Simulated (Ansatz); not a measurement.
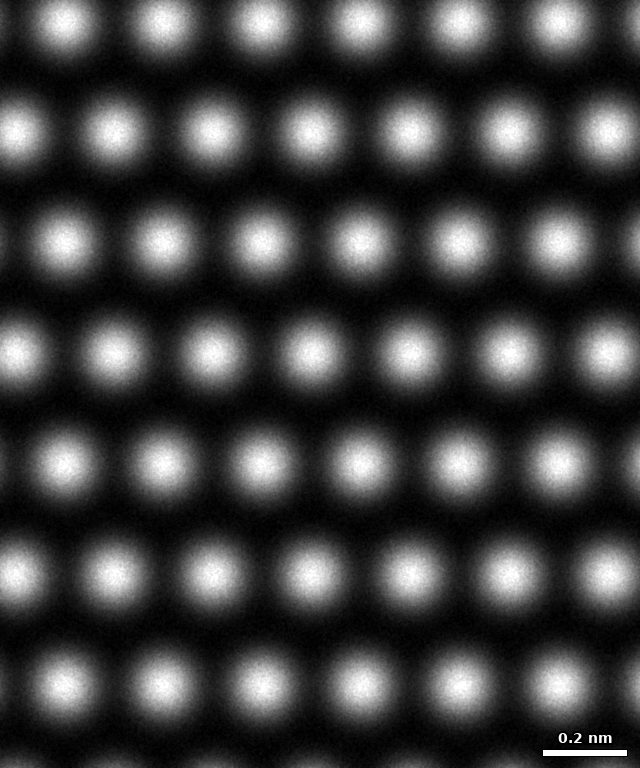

Dark-field STEM-like image of Rb. Simulated incoherent Z contrast: every atom adds Z^1.7 spread by a probe of 1.21 Å full width; channelling and multiple scattering are left out. The probe carries 25 % of its weight in a tail 2.5 times as wide. Shot noise was added.

### What two-dimensional lattice does the image show, and how large is its cell?

The pattern repeats on a centred rectangular net of 2.4 × 5.4 Å.

### Which plane group does this projection have?

c2mm: perpendicular mirror lines on a centred net, with further twofold points between them.

### How many columns does the smallest repeating cell hold, and how many levels of brightness?

1 column in the primitive cell of 6.5 Å², all of one brightness.

The crystal is Rb (Fd-3m, No. 227) seen along [210]. Atomic positions: the geometry relaxed with DFT, revPBE, plane waves (420 eV) with PAW, scalar-relativistic in Ansatz 0.2.0; the starting structure was generated, so it need not be a known form of this composition.
